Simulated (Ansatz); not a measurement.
## Au(111) / 3 layers Os(0001) / Au(111): resistance against film thickness

Aim: what a thin film of another metal adds to the resistance, first Au(111) / 3 layers Os(0001) / Au(111).

Calculated with Ansatz 0.2.0; Ansatz plane-wave DFT, PBE, PAW files; ballistic transport by layer matching (Landauer), zero bias; PAW set soft_1.

**1. The starting structure**

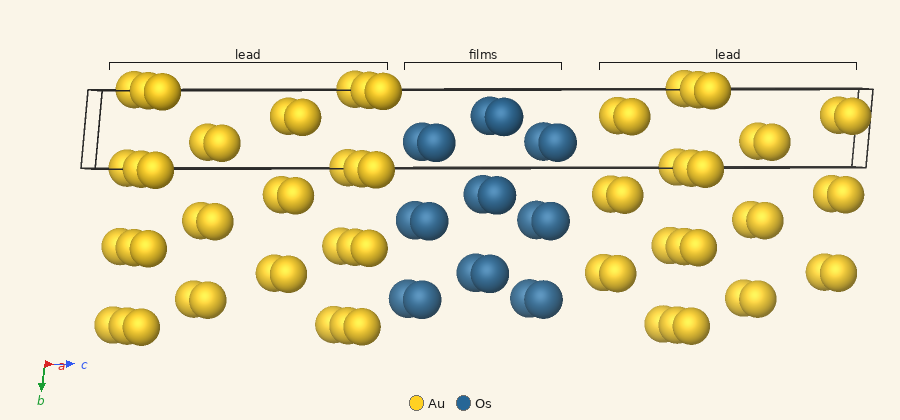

The cell as given, from the side, with the c axis across the page (gold yellow, osmium blue). 2×3×1 cells are drawn. Some periodic images of atoms are drawn too.

The cell holds 11 atoms: 8 Au and 3 Os. Its edges and angles: a = 2.884 Å, b = 2.884 Å, c = 24.661 Å, α = 90.0°, β = 90.0°, γ = 120.0°. It derives from Au and Os. Regions: lead, 8 atoms (8 Au); films, 3 atoms (3 Os). The structure is stacked along c, and the current runs across the ab planes.

**2. With 3 layers**

The film is laid into the lead at the lead's in-plane lattice, and the cell closes on the lead's own image. The mesh across the current, 30×30, is finer than the density's, because channels open and close sharply across the zone. Energies from -1 to 1 eV in steps of 0.036 eV cover the slope of the Fermi function at 300 K, so the program can form a conductance.

Contents of input.yaml:

```yaml
crystal:
  lattice:
    - [2.8837582304, 0.0, 0.0]
    - [-1.4418791152, 2.4974078859, 0.0]
    - [0.0, 0.0, 24.6610935593]
  atoms:
    - { symbol: Au, position: [0.0, 0.0, 0.0477387333] }
    - { symbol: Au, position: [0.3333333333, 0.6666666667, 0.1432161998] }
    - { symbol: Au, position: [0.6666666667, 0.3333333333, 0.2386936664] }
    - { symbol: Au, position: [0.0, 0.0, 0.3341711329] }
    - { symbol: Os, position: [0.3333333333, 0.6666666667, 0.4212732441] }
    - { symbol: Os, position: [0.6666666667, 0.3333333333, 0.5] }
    - { symbol: Os, position: [0.3333333333, 0.6666666667, 0.5787267559] }
    - { symbol: Au, position: [0.6666666667, 0.3333333333, 0.6658288671] }
    - { symbol: Au, position: [0.0, 0.0, 0.7613063336] }
    - { symbol: Au, position: [0.3333333333, 0.6666666667, 0.8567838002] }
    - { symbol: Au, position: [0.6666666667, 0.3333333333, 0.9522612667] }
kpoints:
  mp_grid: { grid: [15, 15, 1] }
hamiltonian:
  xc: pbe
  pseudopotentials: { kind: paw, azcp: { folder: soft_1 } }
scf:
  occupations: { method: fermi_dirac, width: 0.1 }
output:
  transmission: { leads: [[0, 1]], kmesh: [30, 30], e_range: [-1.0, 1.0], de: 0.036 }
  write_potential: true
  write_density: true
  volumetric_format: npy
  elf: true
```

Started as:

```bash
ansatz run input.yaml --threads 4 --pin off --max-ram 8192MiB --backend cpu --events-out ev --progress --plain --runs-dir out
```

Numbers of over 12 decimals in the logs are rounded to 6 here.

What it wrote:

```text
Engine: ansatz 0.2.0, aarch64-unknown-linux-gnu
Pseudopotentials: kind: paw
Pseudopotential: Au, paw, valence charge 19, recommended cutoff 420 eV (normal), soft_1/Au.paw.azcp
Pseudopotential: Os, paw, valence charge 16, recommended cutoff 420 eV (normal), soft_1/Os.paw.azcp
Functional definition: PBE
  parameter kappa = 0.804
  parameter beta = 0.066725
  exchange = pbe_x(kappa = kappa, mu = beta*pi^2/3)
  correlation = pbe_c(beta = beta)
Crystal: 11 atoms, lattice volume = 177.607 Å³
Basis set: ecut = 420 eV, 3455 PW (Γ)
Bands: 120, of which v1, the nominal top of the filled ones, is band 100 counted from 1 (99 counted from 0)
Symmetry: 6 space group operations
Space group: P3m1 (ITA 156), of the structure as read, at distance tolerance 5.6e-5 Å
k-points: 27 of 225 (time reversal used)
Non-local potential: Au, projectors of the file, l = 0: 3, l = 1: 2, l = 2: 2, l = 3: 1
Non-local potential: Os, projectors of the file, l = 0: 3, l = 1: 2, l = 2: 2, l = 3: 1
PAW form: soft (Blöchl's): semilocal exchange-correlation on the pseudo side does not see the compensation charge
PAW one-centre angular grid: Au, 590 points (default); XC on 64 Gauss nodes
PAW one-centre angular grid: Os, 590 points (default); XC on 64 Gauss nodes
Initial density: superposition of atomic densities (chi_scale 0.1, normalization cell, long waves of neutral atoms (reshape's long-wave potential 15.56 eV rms, cloud 2.80 Å wide))
Initial wavefunctions: pseudopotential atomic-orbital guess
Functional: x = pbe(κ = 0.804, μ = 0.219515), c = pbe(β = 0.066725)
SCF iter   1: F=—  HF=-139393.968328 eV  |F-HF|=—  |Δ(HF+E_count)|=         —  Δρ=2.31e-1  dr2=1.83e3  ethr=3.10e-3  ⟨swp⟩=5.8  Hψ=11503  notcnv=0  defer=64
preconditioner: auto → Kerker (q_TF=auto, 2.783 Å⁻¹)  [metal: Δε(μ)=0.003 eV  Ē_g=8.809 eV  σ=0.100 eV  W_gap=0.01  n_scr=74 (ndim 8)  ℏωp=29.5 eV  f_vac=0.000  D(μ)=14.59/eV (n_scr^D=168)]
SCF iter   2: F=—  HF=-139372.387835 eV  |F-HF|=—  |Δ(HF+E_count)|=    2.16e1  Δρ=8.06e-2  dr2=3.54e2  ethr=3.10e-3  ⟨swp⟩=2.6  Hψ=5689  notcnv=0  defer=188
SCF iter   3: F=—  HF=-139367.110580 eV  |F-HF|=—  |Δ(HF+E_count)|=    5.28e0  Δρ=3.02e-2  dr2=4.78e1  ethr=3.10e-3  ⟨swp⟩=2.3  Hψ=4017  notcnv=0  defer=184
SCF iter   4: F=—  HF=-139365.679561 eV  |F-HF|=—  |Δ(HF+E_count)|=    1.43e0  Δρ=8.40e-3  dr2=4.62e0  ethr=3.10e-3  ⟨swp⟩=2.1  Hψ=4269  notcnv=0  defer=180
SCF iter   5: F=—  HF=-139365.569561 eV  |F-HF|=—  |Δ(HF+E_count)|=   1.10e-1  Δρ=4.58e-3  dr2=8.74e-1  ethr=2.31e-3  ⟨swp⟩=1.0  Hψ=3726  notcnv=0  defer=180
SCF iter   6: F=—  HF=-139365.545926 eV  |F-HF|=—  |Δ(HF+E_count)|=   2.36e-2  Δρ=1.92e-3  dr2=8.81e-2  ethr=4.37e-4  ⟨swp⟩=1.0  Hψ=3049  notcnv=0  defer=180
SCF iter   7: F=—  HF=-139365.542094 eV  |F-HF|=—  |Δ(HF+E_count)|=   3.83e-3  Δρ=7.11e-4  dr2=1.34e-2  ethr=4.41e-5  ⟨swp⟩=1.0  Hψ=3049  notcnv=0  defer=180
SCF iter   8: F=—  HF=-139365.541185 eV  |F-HF|=—  |Δ(HF+E_count)|=   9.09e-4  Δρ=2.62e-4  dr2=4.55e-3  ethr=6.71e-6  ⟨swp⟩=1.0  Hψ=3109  notcnv=0  defer=180
SCF iter   9: F=—  HF=-139365.541065 eV  |F-HF|=—  |Δ(HF+E_count)|=   1.20e-4  Δρ=1.24e-4  dr2=7.82e-4  ethr=2.28e-6  ⟨swp⟩=1.0  Hψ=3049  notcnv=0  defer=180
SCF iter  10: F=—  HF=-139365.541056 eV  |F-HF|=—  |Δ(HF+E_count)|=   9.24e-6  Δρ=3.23e-5  dr2=6.32e-5  ethr=3.91e-7  ⟨swp⟩=1.0  Hψ=3077  notcnv=0  defer=180
SCF iter  11: F=—  HF=-139365.541187 eV  |F-HF|=—  |Δ(HF+E_count)|=   1.31e-4  Δρ=1.05e-5  dr2=2.08e-6  ethr=3.16e-8  ⟨swp⟩=1.0  Hψ=3139  notcnv=0  defer=188
SCF iter  12: F=—  HF=-139365.541186 eV  |F-HF|=—  |Δ(HF+E_count)|=   1.13e-7  Δρ=3.84e-6  dr2=2.80e-7  ethr=1.04e-9  ⟨swp⟩=1.3  Hψ=3080  notcnv=0  defer=188
SCF iter  13: F=-139365.541186 eV  HF=-139365.541186 eV  |F-HF|=4.30e-8  |Δ(HF+E_count)|=   1.17e-8  Δρ=1.27e-6  dr2=4.48e-8  ethr=5.00e-11  ⟨swp⟩=10.3  Hψ=10366  notcnv=0
SCF 1 converged in 13 iterations: F = -139365.541186 eV  dr2 = 4.48e-8
  greatest PAW one-centre occupation: 1.000 electrons in one spin orbital (limit 2), on the Au atom at site 10 (counted from 0), in its partial waves of l = 0
transmission: 404 of 4004 steps passed
transmission: 804 of 4004 steps passed
[...]
transmission: 4004 of 4004 steps passed
SCF converged after 13 iterations
Free energy (F): -139365.541186 eV
Harris-Foulkes:  -139365.541186 eV  (|F-HF|=4.30e-8)
Internal energy: -139365.402523 eV  (E = F + TS)
E sigma→0 (E₀):  -139365.471855 eV
Entropy (-TS):   -0.138664 eV (-12.606 meV/atom)
Fermi energy:    22.068223 eV
--- Per-component energies (eV) ---
  E_band       = -1848.242756
  E_kinetic    = 6105.544915
  E_local      = -16327.582423  (includes V_loc(G=0)·N_el)
  E_nonlocal   = 1372.754427
  E_hartree    = 6876.495369
  E_xc         = -2427.220077
  E_vxc        = -2835.020000  (∫ρ·V_xc dr)
  E_paw        = -104993.741450  (= ΣΔE_a)
  E_vpaw       = -3916.945921  (= ΣTr[D̂ρ^β])
  E_aug_tail   = 0.014961  (compensation charges beyond the density's cutoff)
  E_ewald      = -29971.668245
  E_smearing   = -0.138664  (= −TS)
  E_closure    = 0.000000  (closes the sum)
  Σ components = -139365.541186   (vs F -139365.541186, Δ=0.00e0)
--- Band table (eV; the first three rows and the last of 27) ---
  k-point 0: bands = [... 96 lower, 19.5977, 19.9139, 19.9139, 20.0983, 20.0983, 20.4959, 20.8198, 21.0849, ... 16 higher]
  k-point 1: bands = [... 96 lower, 19.7065, 19.9139, 20.0056, 20.1789, 20.3646, 20.6549, 20.9734, 21.0930, ... 16 higher]
  k-point 2: bands = [... 96 lower, 19.8919, 19.9403, 20.3025, 20.4329, 20.6545, 20.7869, 21.0589, 21.1585, ... 16 higher]
  k-point 26: bands = [... 96 lower, 23.0065, 23.2147, 23.3725, 24.5181, 24.5402, 24.5720, 24.9017, 24.9394, ... 16 higher]
--- Transmission ---
  basis      : 61 plane waves across, 44 finite elements along
  points     : 91, standing for a mesh of 30 x 30
  filling    : by the input's occupations and mesh, since the crystals that have channels conduct as metals do. If one of these is a semiconductor, that mesh has misplaced its level
  energies   : 56 from -1.000000 to 0.980000 eV about the Fermi level, 0.036000 eV apart; the leads are filled to 0.000000 eV, and channels, transmission and decay are at 0.008000 eV
  crystal 0  : Au1, at the sites [0, 1], period 2.3546 Å, over 18.84 Å; its Hamiltonian steps by up to 12.4 meV
    offset         : up to 0.0000 Å between an atom of the period and one for which it stands
    filled         : 50.1 meV over the level at which it is neutral
    channels       : 7.966667e-1 a spin
    conductance    : 8.5522e14 S/m² at 300 K; may be off by some 0.0 % by where its bands' edges are placed, 4.2 % from the k-mesh, 0.4 % from the distance to neutral
    slowest decay  : 0.0855 /Å at (0.0667, 0.0000)
  junction   : crystal 0 to crystal 0, 0.70 to 23.00 Å
    transmission   : 2.795091e-1 a spin
    conductance    : 2.9684e14 S/m² at 300 K (2.7486e14 on every other point, 2.9738e14 on every other energy)
    error estimate : 0.2 % from the energy spacing and 0.0 % from band edges of the leads and from resonances (wavevectors taken as independent; lower de), 9.6 % from the k-mesh, 6.8 % from the steps of its leads' Hamiltonians or their offsets (lay more layers), 2.2 % from the distance to neutral
    resistance     : 2.1996e-3 Ω µm² beyond half of each lead's own
```

Elapsed: 1.8 min, on 4 threads of Arm Neoverse V1, shared host; peak memory 0.94 GiB; 6.9 min of CPU time.

Numbers from this step:

```
free energy                                                                : -139365.5412 eV
energy at zero smearing                                                    : -139365.4719 eV
Fermi energy                                                               : 22.07 eV
cell area                                                                  : 7.202 Å²
step of the lead's potential                                               : 12.4 meV
ballistic conductance of the lead                                          : 8.55e14 S/m²
estimated errors of the lead's conductance                                 : 0, 4.2, 0.4 % (band edges, k-mesh, distance from neutral)
lead conductance per cell                                                  : 0.7949 G₀
conductance of the junction                                                : 2.97e14 S/m²
junction conductance per cell                                              : 0.2759 G₀
estimated errors of the junction's conductance                             : 0.2, 0, 9.6, 6.8, 2.2 % (energy step, band edges, k-mesh, leads' steps, distance from neutral)
area resistance that the stack adds (contact term taken off, spin by spin) : 2.200 fΩ m²
```

Per spin. Table of transmission, zone mean by energy, zero at the Fermi level:

| energy (eV) | transmission, zone mean |
| --- | --- |
| -1.000 | 0.199 |
| -0.892 | 0.229 |
| -0.784 | 0.267 |
| -0.712 | 0.303 |
| -0.604 | 0.279 |
| -0.496 | 0.269 |
| -0.388 | 0.299 |
| -0.352 | 0.311 |
| -0.316 | 0.295 |
| -0.208 | 0.269 |
| -0.100 | 0.279 |
| -0.028 | 0.286 |
| 0.008 | 0.280 |
| 0.116 | 0.227 |
| 0.188 | 0.263 |
| 0.296 | 0.252 |
| 0.404 | 0.227 |
| 0.512 | 0.185 |
| 0.584 | 0.168 |
| 0.692 | 0.159 |
| 0.800 | 0.158 |
| 0.908 | 0.226 |

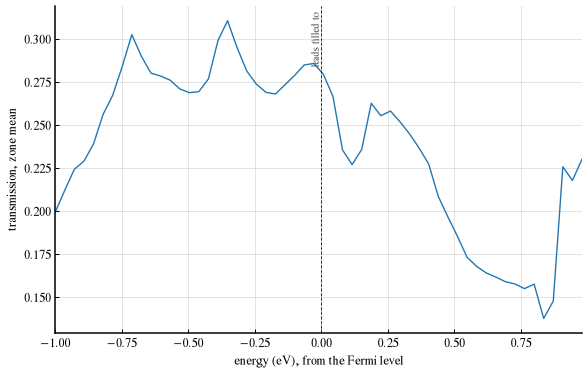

Transmission, zone mean, plotted against energy.

Per spin. Open channels, zone mean, lead against energy, zero at the Fermi level:

```csv
energy (eV),"open channels, zone mean, lead"
-1.000,0.657
-0.892,0.697
-0.784,0.71
-0.640,0.723
-0.532,0.737
-0.424,0.75
-0.316,0.79
-0.172,0.783
-0.064,0.783
0.008,0.797
0.044,0.797
0.152,0.817
0.296,0.837
0.404,0.837
0.512,0.837
0.620,0.837
0.764,0.85
0.872,0.877
0.980,0.873
```

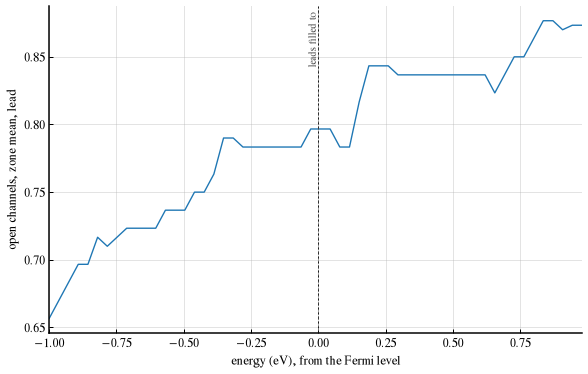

Open channels, zone mean, lead against energy.

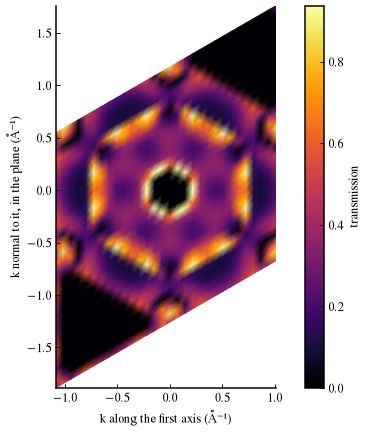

Transmission over k1 and k2. At 0.0080 eV from the Fermi level.

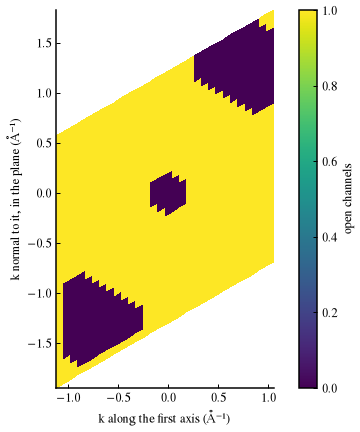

Open channels over k1 and k2. At 0.0080 eV from the Fermi level.

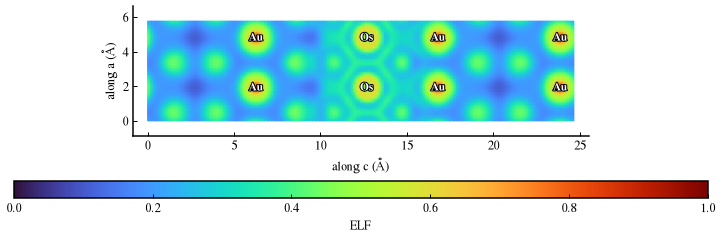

ELF in the ca plane at fractional y = 0.333, with atoms of Au and Os within 0.2 Å of it. It is the smooth field of the valence electrons, not physical close to the nuclei.

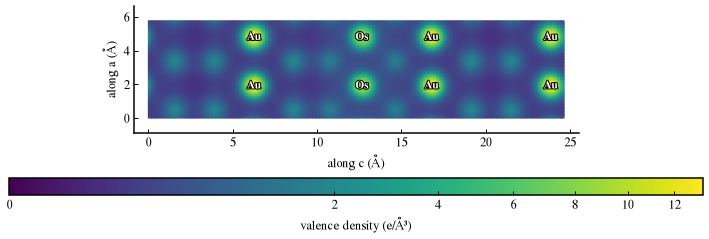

Valence density in the ca plane at fractional y = 0.333, with atoms of Au and Os within 0.2 Å of it. It is the smooth field of the valence electrons, not physical close to the nuclei. The colour scale is stretched toward low values.

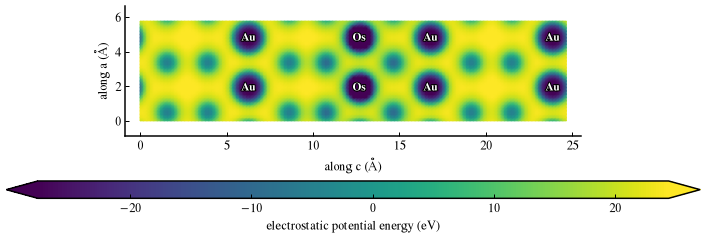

Electrostatic potential energy in the ca plane at fractional y = 0.333, with atoms of Au and Os within 0.2 Å of it. With pseudopotentials it is smooth inside the atoms' cores, unlike the true potential.

The lead's potential steps by 12 meV from period to period, small in itself. The program estimates the junction's conductance to 9.6 % from the k-mesh, 2.2 % from the leads' distance from neutral and 6.8 % from their steps.

By hand: 1/G − 1/G_lead = 1/0.2968 − 1/0.8552 = 2.20 fΩ m² with G in 10¹⁵ S/m².

**3. With 5 layers, film layers 5**

The stack now holds 5 film layers; the k-mesh follows the cell, and the energies span -0.27 to 0.27 eV.

System of this step: Au(111) / 5 layers Os(0001) / Au(111). The cell holds 13 atoms: 8 Au and 5 Os. Its edges and angles: a = 2.884 Å, b = 2.884 Å, c = 28.544 Å, α = 90.0°, β = 90.0°, γ = 120.0°. It derives from Au and Os. Regions: lead, 8 atoms (8 Au); films, 5 atoms (5 Os). The structure is stacked along c, and the current runs across the ab planes.

Contents of input.yaml:

```yaml
crystal:
  lattice:
    - [2.8837582304, 0.0, 0.0]
    - [-1.4418791152, 2.4974078859, 0.0]
    - [0.0, 0.0, 28.5440693439]
  atoms:
    - { symbol: Au, position: [0.0, 0.0, 0.0412446226] }
    - { symbol: Au, position: [0.3333333333, 0.6666666667, 0.1237338678] }
    - { symbol: Au, position: [0.6666666667, 0.3333333333, 0.206223113] }
    - { symbol: Au, position: [0.0, 0.0, 0.2887123582] }
    - { symbol: Os, position: [0.3333333333, 0.6666666667, 0.3639655847] }
    - { symbol: Os, position: [0.6666666667, 0.3333333333, 0.4319827923] }
    - { symbol: Os, position: [0.3333333333, 0.6666666667, 0.5] }
    - { symbol: Os, position: [0.6666666667, 0.3333333333, 0.5680172077] }
    - { symbol: Os, position: [0.3333333333, 0.6666666667, 0.6360344153] }
    - { symbol: Au, position: [0.6666666667, 0.3333333333, 0.7112876418] }
    - { symbol: Au, position: [0.0, 0.0, 0.793776887] }
    - { symbol: Au, position: [0.3333333333, 0.6666666667, 0.8762661322] }
    - { symbol: Au, position: [0.6666666667, 0.3333333333, 0.9587553774] }
kpoints:
  mp_grid: { grid: [15, 15, 1] }
hamiltonian:
  xc: pbe
  pseudopotentials: { kind: paw, azcp: { folder: soft_1 } }
scf:
  occupations: { method: fermi_dirac, width: 0.1 }
output:
  transmission:
    leads: [[0, 1]]
    kmesh: [30, 30]
    e_range: [-0.27, 0.27]
    de: 0.036
  write_potential: true
  write_density: true
  volumetric_format: npy
```

What it wrote:

```text
[...]
Crystal: 13 atoms, lattice volume = 205.572 Å³
Basis set: ecut = 420 eV, 4019 PW (Γ)
Bands: 140, of which v1, the nominal top of the filled ones, is band 116 counted from 1 (115 counted from 0)
Symmetry: 6 space group operations
[...]
k-points: 27 of 225 (time reversal used)
[...]
--- Transmission ---
  basis      : 61 plane waves across, 43 finite elements along
  points     : 91, standing for a mesh of 30 x 30
[...]
filled         : 37.4 meV over the level at which it is neutral
    channels       : 7.966667e-1 a spin
[...]
slowest decay  : 0.0851 /Å at (0.0667, 0.0000)
  junction   : crystal 0 to crystal 0, 0.70 to 26.89 Å
    transmission   : 2.529638e-1 a spin
[...]
resistance     : 2.6695e-3 Ω µm² beyond half of each lead's own
[key lines of the parts left out:]
SCF converged after 14 iterations
Free energy (F): -162136.442453 eV
Fermi energy:    22.597804 eV
```

Run time: 71 s. Hardware: 4 threads; peak memory 1.2 GiB.

This step gave:

```yaml
free_energy: -162136.4425 eV
energy_at_zero_smearing: -162136.3424 eV
fermi_energy: 22.60 eV
step_of_the_lead_s_potential: 11.2 meV
lead_conductance_per_cell: 0.7946 G₀
conductance_of_the_junction: 2.60e14 S/m²
junction_conductance_per_cell: 0.2421 G₀
estimated_errors_of_the_junction_s_conductance: 0, 0, 13, 12.8, 3 % (energy step, band edges, k-mesh, leads' steps, distance from neutral)
area_resistance_that_the_stack_adds_contact_term_taken_off_spin_by_spin: 2.670 fΩ m²
```

Per spin. Table of transmission, zone mean by energy, zero at the Fermi level:

```
energy (eV)  transmission, zone mean
     -0.270                    0.207
     -0.234                    0.212
     -0.198                    0.211
     -0.162                    0.225
     -0.126                    0.224
     -0.090                    0.230
     -0.054                    0.227
     -0.018                    0.239
      0.018                    0.253
      0.054                    0.251
      0.090                    0.259
      0.126                    0.237
      0.162                    0.248
      0.198                    0.275
      0.234                    0.288
      0.270                    0.289
```

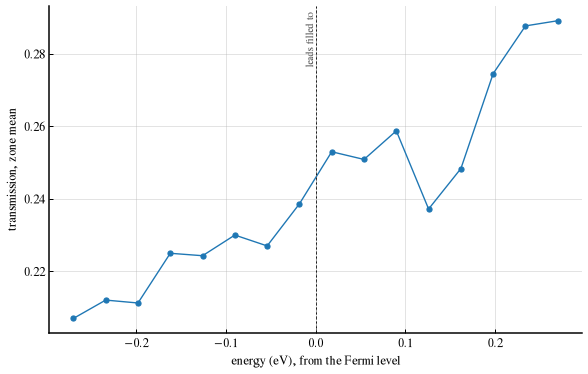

Transmission, zone mean, plotted against energy.

The conductance of the junction is 2.6e14 S/m², 12 % under the 3.0e14 S/m² of the last finished run, within the error estimates, leads' steps apart, of 9.6 and 13 %.

(Continued in part 2 of 2.)

[Logs are printed without paths, hosts, clocks, repeated set-up lines and the standing remarks that a program may print on its own settings, such as how far it seeks lower states.]

[Hosts, paths, dates, database ids (printed as entryN), source tags and the programs' standing remarks are cut or masked in the printed files.]
